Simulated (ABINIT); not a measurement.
**Bi: band-structure run (part 3 of 3)**

The same run, continued: Bi (1 atom in the cell); Kohn-Sham DFT of a periodic cell, TB-mBJ, JTH PAW LDA v2.0, no spin polarisation (ABINIT 10.8.3); cutoff 489.81 eV, 9×9×9 k-mesh, fermi-dirac of 0.05 eV. The structure derives from a Materials Project entry.

Geometry of the input (Å; fractional positions):
```
-1.9814  1.9814  1.9814
1.9814  -1.9814  1.9814
1.9814  1.9814  -1.9814
Bi 0.0000  0.0000  0.0000
```

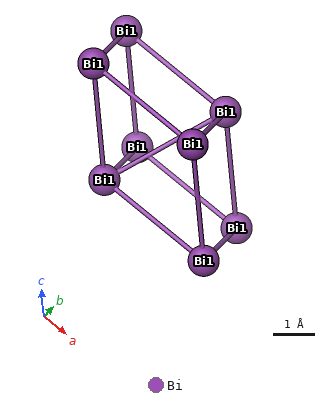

Fig. 1: The structure (ball-and-stick view of the cell of the calculation, seen slightly off an axis; atoms are numbered from 1 in the order of the input).

**Log, continued**
```
  3.63E-12  3.32E-12  4.04E-12  4.28E-12  8.61E-12  3.66E-12  1.35E-12  7.05E-12
  4.64E-12  4.94E-12  8.52E-12  8.61E-12  1.83E-12  8.45E-12  2.08E-11  9.71E-05
  7.96E-12  2.03E-05
 -5.7338E-01 -5.7338E-01 -5.6951E-01 -5.6951E-01 -5.6836E-01 -1.0816E-01
  1.7783E-01  2.9818E-01  2.9818E-01  7.2550E-01  7.2550E-01  7.6051E-01
  8.1148E-01  8.2401E-01  8.2401E-01  1.0005E+00  1.0337E+00  1.0339E+00
 Non-SCF case, kpt   23 (  0.20833  0.20833  0.20833), residuals and eigenvalues=
  4.24E-12  5.09E-12  1.91E-12  2.71E-12  1.32E-12  8.99E-12  8.23E-12  2.85E-12
  2.27E-12  3.04E-12  6.41E-12  6.69E-12  1.39E-12  7.83E-12  7.18E-12  3.10E-08
  4.07E-12  5.23E-08
 -5.7253E-01 -5.7253E-01 -5.6946E-01 -5.6946E-01 -5.6930E-01 -8.0555E-02
  1.6630E-01  2.4671E-01  2.4671E-01  7.9383E-01  7.9383E-01  8.1454E-01
  8.7313E-01  8.7313E-01  8.7511E-01  9.5771E-01  9.9121E-01  9.9121E-01
 Non-SCF case, kpt   24 (  0.25000  0.25000  0.25000), residuals and eigenvalues=
  7.48E-12  6.64E-12  7.13E-12  9.75E-12  9.33E-12  5.08E-12  2.45E-12  4.18E-12
  4.75E-12  6.40E-12  6.18E-12  6.96E-12  4.68E-12  6.14E-12  6.44E-12  7.57E-12
  8.73E-12  1.93E-12
 -5.7142E-01 -5.7142E-01 -5.7142E-01 -5.6947E-01 -5.6947E-01 -7.2892E-02
  2.0768E-01  2.0768E-01  2.0768E-01  8.5025E-01  8.5025E-01  8.5025E-01
  9.2748E-01  9.2748E-01  9.2748E-01  9.2873E-01  9.5214E-01  9.5214E-01
 Non-SCF case, kpt   25 (  0.29167  0.12500  0.29167), residuals and eigenvalues=
  4.86E-12  3.47E-12  8.44E-12  4.29E-12  5.63E-12  3.48E-12  3.89E-12  7.49E-12
  9.48E-12  7.20E-12  4.62E-12  2.57E-12  4.68E-12  6.74E-12  6.51E-10  1.74E-06
  7.65E-09  1.52E-06
 -5.7343E-01 -5.7050E-01 -5.7050E-01 -5.6933E-01 -5.6933E-01 -7.5023E-02
  1.8275E-01  1.8275E-01  2.8742E-01  7.3144E-01  8.0072E-01  8.0072E-01
  8.9686E-01  8.9686E-01  9.0527E-01  9.9611E-01  1.0101E+00  1.0101E+00
 Non-SCF case, kpt   26 (  0.33333  0.00000  0.33333), residuals and eigenvalues=
  2.80E-12  9.48E-13  6.74E-12  1.50E-12  2.95E-12  1.03E-12  2.81E-12  1.49E-12
  4.39E-12  7.09E-12  4.93E-12  4.89E-12  4.54E-12  6.67E-12  2.77E-12  1.26E-03
  3.99E-06  7.65E-04
 -5.7405E-01 -5.7064E-01 -5.7064E-01 -5.6870E-01 -5.6870E-01 -7.4108E-02
  1.7264E-01  1.7264E-01  3.7926E-01  6.1143E-01  6.9459E-01  6.9459E-01
  8.9435E-01  8.9435E-01  8.9451E-01  1.0609E+00  1.0920E+00  1.1045E+00
 Non-SCF case, kpt   27 (  0.37500 -0.12500  0.37500), residuals and eigenvalues=
  5.40E-12  3.81E-12  4.50E-12  9.78E-12  8.42E-12  6.65E-12  3.42E-12  9.01E-12
  8.39E-12  5.06E-12  5.52E-12  8.85E-13  1.86E-12  6.82E-12  7.61E-12  1.97E-03
  3.25E-10  2.04E-05
 -5.7292E-01 -5.7150E-01 -5.7150E-01 -5.6804E-01 -5.6804E-01 -6.4929E-02
  1.7688E-01  1.7688E-01  4.0038E-01  5.9235E-01  5.9628E-01  5.9628E-01
  8.9295E-01  9.0268E-01  9.0268E-01  1.0624E+00  1.1560E+00  1.1560E+00
 Non-SCF case, kpt   28 (  0.41667 -0.25000  0.41667), residuals and eigenvalues=
  5.94E-12  7.55E-12  7.98E-12  2.91E-12  3.12E-12  5.08E-12  2.97E-12  5.48E-12
  4.01E-12  9.73E-13  3.30E-12  8.31E-12  3.56E-12  6.89E-12  4.83E-12  6.45E-04
  1.28E-10  3.36E-05
 -5.7260E-01 -5.7260E-01 -5.7048E-01 -5.6755E-01 -5.6755E-01 -4.7103E-02
  1.9297E-01  1.9297E-01  3.2354E-01  5.1281E-01  5.1281E-01  7.0323E-01
  8.9903E-01  9.2266E-01  9.2266E-01  1.0601E+00  1.1435E+00  1.1436E+00
 Non-SCF case, kpt   29 (  0.45833 -0.37500  0.45833), residuals and eigenvalues=
  2.22E-12  2.69E-12  8.09E-12  5.55E-12  9.77E-12  4.45E-12  9.65E-13  3.79E-12
  9.96E-12  2.59E-12  6.95E-12  1.49E-12  8.78E-12  3.53E-12  1.03E-10  2.31E-04
  5.50E-10  4.05E-05
 -5.7353E-01 -5.7353E-01 -5.6811E-01 -5.6724E-01 -5.6724E-01 -2.5505E-02
  2.1414E-01  2.1414E-01  2.5363E-01  4.5134E-01  4.5134E-01  8.3844E-01
  9.1310E-01  9.5086E-01  9.5086E-01  1.0576E+00  1.0944E+00  1.0945E+00
 Non-SCF case, kpt   30 (  0.50000 -0.50000  0.50000), residuals and eigenvalues=
  3.36E-12  9.23E-12  6.37E-12  3.81E-12  9.21E-12  7.29E-12  2.11E-12  2.46E-12
  7.68E-12  1.82E-12  7.51E-12  9.39E-12  8.48E-12  3.14E-12  6.20E-08  1.99E-04
  2.36E-12  4.71E-12
 -5.7395E-01 -5.7395E-01 -5.6717E-01 -5.6717E-01 -5.6717E-01 -1.4316E-02
  2.2530E-01  2.2530E-01  2.2530E-01  4.2678E-01  4.2678E-01  8.9526E-01
  9.6929E-01  9.6929E-01  9.6929E-01  1.0597E+00  1.0670E+00  1.0670E+00

Result for kinetic energy density :

--------------------------------------------------------------------------------
 Total kinetic energy density [Ha/Bohr^3]
)     Maximum=    1.1178E-01  at reduced coord.    0.1111    0.9722    0.9722
)     Minimum=    1.5843E-03  at reduced coord.    0.0000    0.0000    0.0000
   Integrated=    4.6662E+00
--------------------------------------------------------------------------------

--- !ResultsGS
iteration_state: {dtset: 2, }
comment   : Summary of ground state results
lattice_vectors:
- [ -3.7443610,   3.7443610,   3.7443610, ]
- [  3.7443610,  -3.7443610,   3.7443610, ]
- [  3.7443610,   3.7443610,  -3.7443610, ]
lattice_lengths: [   6.48542,    6.48542,    6.48542, ]
lattice_angles: [109.471, 109.471, 109.471, ] # degrees, (23, 13, 12)
lattice_volume:   2.0998736E+02
convergence: {deltae:  0.000E+00, res2:  0.000E+00, residm:  9.983E-12, diffor:  0.000E+00, }
etotal    :  -5.94509725E+01
entropy   :   0.00000000E+00
fermie    :   2.93968513E-01
cartesian_stress_tensor: null
pressure_GPa: null
xred      :
- [  0.0000E+00,   0.0000E+00,   0.0000E+00, Bi]
cartesian_forces: null
force_length_stats: {min: null, max: null, mean: null, }
...

 Integrated electronic density in atomic spheres:
 ------------------------------------------------
 Atom  Sphere_radius  Integrated_density
    1        2.41231         12.14476721

================================================================================

 ----iterations are completed or convergence reached----

 Mean square residual over all n,k,spin=   52.313E-13; max=  99.835E-13
 reduced coordinates (array xred) for    1 atoms
       0.000000000000      0.000000000000      0.000000000000

 cartesian coordinates (angstrom) at end:
    1      0.00000000000000     0.00000000000000     0.00000000000000
 length scales=  6.485423567602  6.485423567602  6.485423567602 bohr
              =  3.431938352700  3.431938352700  3.431938352700 angstroms
 Eigenvalues (   eV  ) for nkpt=  30  k points:
 kpt#   1, nband= 18, wtk=  1.00000, kpt=  0.0000  0.0000  0.0000 (reduced coord)
 -15.61619  -15.61619  -15.61619  -15.48654  -15.48654   -5.55494   13.05682   13.05682
  13.05682   17.27174   18.97741   18.97741   18.97741   19.49737   19.49737   19.49737
  20.89983   20.89983
 kpt#   2, nband= 18, wtk=  1.00000, kpt=  0.0714 -0.0714  0.0714 (reduced coord)
 -15.60813  -15.60813  -15.60616  -15.49289  -15.48507   -5.36913   11.69885   12.45811
  12.45811   17.49585   18.21917   18.21917   18.49166   19.61330   21.37491   21.37491
  21.62372   22.75481
 kpt#   3, nband= 18, wtk=  1.00000, kpt=  0.1429 -0.1429  0.1429 (reduced coord)
 -15.58804  -15.58804  -15.57994  -15.51055  -15.48923   -4.82038    9.60302   11.05298
  11.05298   15.69778   18.40788   18.40788   19.79674   19.96553   23.88426   24.13699
  24.13699   25.65942
 kpt#   4, nband= 18, wtk=  1.00000, kpt=  0.2143 -0.2143  0.2143 (reduced coord)
 -15.55626  -15.55626  -15.54329  -15.53662  -15.50250   -3.94208    7.81446    9.48354
   9.48354   14.20971   19.37537   19.37537   20.56502   20.76546   22.48052   27.24733
  27.24799   28.60930
 kpt#   5, nband= 18, wtk=  1.00000, kpt=  0.2857 -0.2857  0.2857 (reduced coord)
 -15.56531  -15.53195  -15.51610  -15.51610  -15.50329   -2.81950    6.54238    8.09182
   8.09182   13.06292   18.66837   20.86943   20.86943   21.41985   22.11230   28.84957
  30.39874   30.39885
 kpt#   6, nband= 18, wtk=  1.00000, kpt=  0.3571 -0.3571  0.3571 (reduced coord)
 -15.59226  -15.57069  -15.47578  -15.47578  -15.46701   -1.63978    5.89510    7.02479
   7.02479   12.25354   15.34532   22.51023   22.75281   22.75281   23.59559   29.13889
  32.22229   32.22686
 kpt#   7, nband= 18, wtk=  1.00000, kpt=  0.4286 -0.4286  0.4286 (reduced coord)
 -15.60989  -15.60420  -15.44421  -15.44421  -15.44165   -0.72618    5.90876    6.35763
   6.35763   11.77284   12.73313   23.69769   24.87033   24.87033   25.29913   28.97365
  30.05971   30.61311
 kpt#   8, nband= 18, wtk=  1.00000, kpt=  0.5000 -0.5000  0.5000 (reduced coord)
 -15.61809  -15.61809  -15.43352  -15.43352  -15.43352   -0.38955    6.13081    6.13081
   6.13081   11.61337   11.61337   24.36121   26.37581   26.37581   26.37581   28.83684
  29.03353   29.03353
 kpt#   9, nband= 18, wtk=  1.00000, kpt=  0.4000 -0.4000  0.5000 (reduced coord)
 -15.60935  -15.60532  -15.45426  -15.44473  -15.43101   -0.69191    5.60648    6.35197
   6.60198   12.03693   12.47263   23.29011   24.08298   25.66241   26.62943   28.73847
  29.09320   29.87595
 kpt#  10, nband= 18, wtk=  1.00000, kpt=  0.3000 -0.3000  0.5000 (reduced coord)
 -15.59073  -15.57648  -15.51086  -15.47204  -15.42735   -1.33637    4.60629    6.98784
   7.71313   13.31813   14.48017   20.75352   20.97866   26.01625   27.37404   28.74463
  29.27186   30.20909
 kpt#  11, nband= 18, wtk=  1.00000, kpt=  0.2000 -0.2000  0.5000 (reduced coord)
 -15.57818  -15.57440  -15.53853  -15.49688  -15.42122   -1.95688    3.70717    7.94294
   9.07244   15.26438   17.06215   18.28187   18.33353   26.87172   28.51820   28.76432
  29.55665   30.43629
 kpt#  12, nband= 18, wtk=  1.00000, kpt=  0.1000 -0.1000  0.5000 (reduced coord)
 -15.63322  -15.58057  -15.50765  -15.49926  -15.41707   -2.37219    3.11782    8.97919
  10.52448   15.19560   16.32633   18.78747   19.97182   26.88093   27.36448   27.88042
  28.93986   29.87702
 kpt#  13, nband= 18, wtk=  1.00000, kpt=  0.0000  0.0000  0.5000 (reduced coord)
 -15.65201  -15.58746  -15.49633  -15.49530  -15.41497   -2.51590    2.91441    9.50660
  11.49667   14.02941   15.49314   20.81593   22.26709   24.34638   24.82411   28.42568
  29.06686   30.08973
 kpt#  14, nband= 18, wtk=  1.00000, kpt=  0.0000  0.0000  0.4000 (reduced coord)
 -15.64980  -15.58727  -15.50051  -15.49546  -15.43464   -3.03523    3.82101    9.74203
  11.63289   14.21080   15.63628   20.20697   21.60086   25.33157   25.76617   27.04640
  28.12296   28.56059
 kpt#  15, nband= 18, wtk=  1.00000, kpt=  0.0000  0.0000  0.3000 (reduced coord)
 -15.64050  -15.58619  -15.50457  -15.49279  -15.48539   -3.99892    5.92645   10.41785
  12.00557   14.76907   16.06916   19.24645   20.66441   24.62341   25.37561   25.45623
  26.33530   27.41003
 kpt#  16, nband= 18, wtk=  1.00000, kpt=  0.0000  0.0000  0.2000 (reduced coord)
 -15.62935  -15.59574  -15.54643  -15.49974  -15.48961   -4.83773    8.58301   11.42817
  12.49572   15.74495   16.80008   18.65114   19.84233   22.24303   22.46048   23.04416
  23.94039   26.68592
 kpt#  17, nband= 18, wtk=  1.00000, kpt=  0.0000  0.0000  0.1000 (reduced coord)
 -15.61994  -15.60902  -15.59582  -15.49015  -15.48619   -5.37295   11.37061   12.51283
  12.90400   17.18027   17.83769   18.66623   18.67584   20.32134   20.43704   20.98105
  21.90904   22.95101
 kpt#  18, nband= 18, wtk=  1.00000, kpt=  0.0000  0.0000  0.0000 (reduced coord)
 -15.61619  -15.61619  -15.61619  -15.48654  -15.48654   -5.55494   13.05682   13.05682
  13.05682   17.27174   18.97741   18.97741   18.97741   19.49737   19.49737   19.49737
  20.89983   20.89983
 kpt#  19, nband= 18, wtk=  1.00000, kpt=  0.0417  0.0417  0.0417 (reduced coord)
 -15.61643  -15.61643  -15.59230  -15.48839  -15.48839   -5.36548   11.28295   12.69231
  12.69231   17.63464   17.63464   18.16497   19.17217   20.19098   20.19098   20.89696
  22.64115   22.64115
 kpt#  20, nband= 18, wtk=  1.00000, kpt=  0.0833  0.0833  0.0833 (reduced coord)
 -15.61536  -15.61536  -15.53879  -15.49320  -15.49320   -4.80940    8.61652   11.46175
  11.46175   17.34498   17.34498   18.83328   19.75589   20.67126   20.67126   24.44644
  25.84068   25.84069
 kpt#  21, nband= 18, wtk=  1.00000, kpt=  0.1250  0.1250  0.1250 (reduced coord)
 -15.61246  -15.61246  -15.49647  -15.49647  -15.48535   -3.94374    6.34302    9.76592
   9.76592   18.21498   18.21498   19.60043   20.72683   21.39715   21.39715   28.28540
  28.73328   29.32728
 kpt#  22, nband= 18, wtk=  1.00000, kpt=  0.1667  0.1667  0.1667 (reduced coord)
 -15.60233  -15.60233  -15.49712  -15.49712  -15.46575   -2.94311    4.83903    8.11389
   8.11389   19.74175   19.74175   20.69448   22.08144   22.42249   22.42249   27.22612
  28.12884   28.13313
 kpt#  23, nband= 18, wtk=  1.00000, kpt=  0.2083  0.2083  0.2083 (reduced coord)
 -15.57945  -15.57945  -15.49589  -15.49589  -15.49149   -2.19202    4.52519    6.71344
   6.71344   21.60117   21.60117   22.16464   23.75914   23.75914   23.81308   26.06054
  26.97211   26.97212
 kpt#  24, nband= 18, wtk=  1.00000, kpt=  0.2500  0.2500  0.2500 (reduced coord)
 -15.54921  -15.54921  -15.54921  -15.49617  -15.49617   -1.98350    5.65115    5.65115
   5.65115   23.13635   23.13635   23.13635   25.23814   25.23814   25.23814   25.27207
  25.90898   25.90898
 kpt#  25, nband= 18, wtk=  1.00000, kpt=  0.2917  0.1250  0.2917 (reduced coord)
 -15.60379  -15.52409  -15.52409  -15.49221  -15.49221   -2.04149    4.97278    4.97278
   7.82111   19.90363   21.78872   21.78872   24.40480   24.40480   24.63360   27.10547
  27.48599   27.48617
 kpt#  26, nband= 18, wtk=  1.00000, kpt=  0.3333  0.0000  0.3333 (reduced coord)
 -15.62066  -15.52783  -15.52783  -15.47518  -15.47518   -2.01658    4.69788    4.69788
  10.32024   16.63780   18.90084   18.90084   24.33659   24.33659   24.34093   28.86891
  29.71461   30.05392
 kpt#  27, nband= 18, wtk=  1.00000, kpt=  0.3750 -0.1250  0.3750 (reduced coord)
 -15.58992  -15.55130  -15.55130  -15.45705  -15.45705   -1.76682    4.81323    4.81323
  10.89488   16.11853   16.22573   16.22573   24.29836   24.56319   24.56319   28.90908
  31.45592   31.45617
 kpt#  28, nband= 18, wtk=  1.00000, kpt=  0.4167 -0.2500  0.4167 (reduced coord)
 -15.58124  -15.58124  -15.52353  -15.44386  -15.44386   -1.28173    5.25095    5.25095
   8.80391   13.95416   13.95416   19.13586   24.46384   25.10685   25.10685   28.84743
  31.11726   31.11841
 kpt#  29, nband= 18, wtk=  1.00000, kpt=  0.4583 -0.3750  0.4583 (reduced coord)
 -15.60654  -15.60654  -15.45916  -15.43537  -15.43537   -0.69403    5.82712    5.82712
   6.90169   12.28153   12.28153   22.81516   24.84677   25.87421   25.87421   28.77746
  29.77970   29.78306
 kpt#  30, nband= 18, wtk=  1.00000, kpt=  0.5000 -0.5000  0.5000 (reduced coord)
 -15.61809  -15.61809  -15.43352  -15.43352  -15.43352   -0.38955    6.13081    6.13081
   6.13081   11.61337   11.61337   24.36121   26.37581   26.37581   26.37581   28.83684
  29.03353   29.03353

== END DATASET(S) ==============================================================
================================================================================

 -outvars: echo values of variables after computation  --------
            acell      6.4854235676E+00  6.4854235676E+00  6.4854235676E+00 Bohr
           etotal1    -5.9450972549E+01
            fcart1     9.9999999999E+99  9.9999999999E+99  9.9999999999E+99
            rprim     -5.7735026920E-01  5.7735026920E-01  5.7735026920E-01
                       5.7735026920E-01 -5.7735026920E-01  5.7735026920E-01
                       5.7735026920E-01  5.7735026920E-01 -5.7735026920E-01
           strten1     9.9999999999E+99  9.9999999999E+99  9.9999999999E+99
                       9.9999999999E+99  9.9999999999E+99  9.9999999999E+99
 Calculation completed.
```

**Summary**

- outcome: converged
- space group (tolerance 0.01 Å): Im-3m (229)
- electrons treated: 15
- Fermi energy: 7.999 eV
- gap on the k-point mesh: none (metallic)
- wall time: 3.4 min
- peak memory: 0.11 GiB

**Notes**

Spin–orbit coupling is left out, which matters for Bi.
